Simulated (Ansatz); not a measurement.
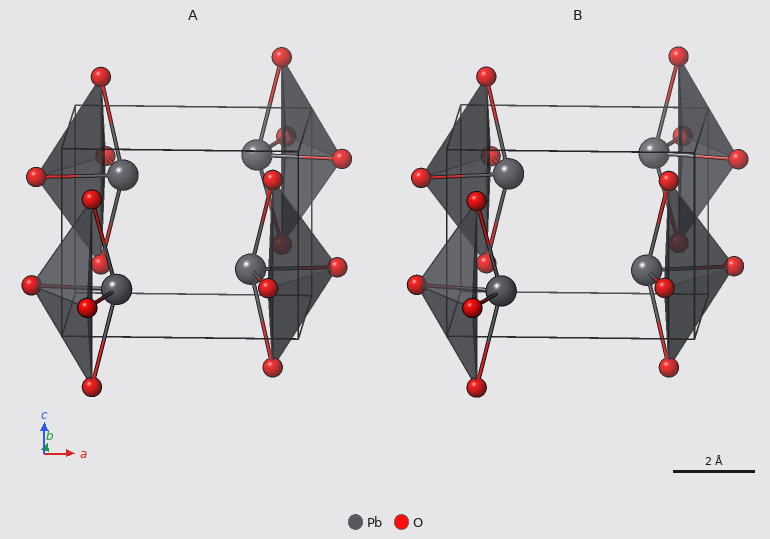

Two geometries of crystalline PbO (set up in Pbcm), drawn at one scale. One is the start of a relaxation, the other its converged end. A polyhedral model of the cell of the calculation, seen from a free direction.

Theory: Kohn-Sham DFT of a periodic cell, r2SCAN, Ansatz PAW in Ansatz. Settings: plane-wave cutoff 500 eV; k-point mesh 5 × 5 × 6; occupations fermi-dirac; smearing width 0.05 eV; no spin polarisation; cell and atoms relaxed; force threshold 0.01 eV/Å; at most 40 steps.

Question: Which geometry has the lower energy?

Answer: Structure B is the relaxed one. The run lets cell and atoms move. The largest moves relative to the cell, 0.18 Å, are those of Pb atoms. Largest moves by element: Pb 0.18 Å, O 0.09 Å. Cell: a 5.876 → 6.154 Å (+4.7 %), b 5.476 → 5.644 Å (+3.1 %), c 4.743 → 4.718 Å (−0.5 %). Volume +7.4 %. Near-neighbour distances that change, for instance: O–Pb 2.436 → 2.258 Å, O–Pb 2.165 → 2.226 Å, O–Pb 2.498 → 2.471 Å. Among the angles between lasting bonds that change: Pb–O–Pb 113.7° → 121.6°, O–Pb–O 86.1° → 91.8°. The space group stays Pbcm (No. 57). After 7 accepted moves (8 points after the start) the energy has fallen by 0.438 eV per cell of the calculation. Largest force component: 1 eV/Å at the start, 0.0036 eV/Å at the end. Pressure: −1.04 GPa at the start and 0.02 GPa at the end. At 1 point the geometry stayed and the basis and grid were re-selected for the new cell (energy shift of 2.2 meV per cell of the calculation at most each time).
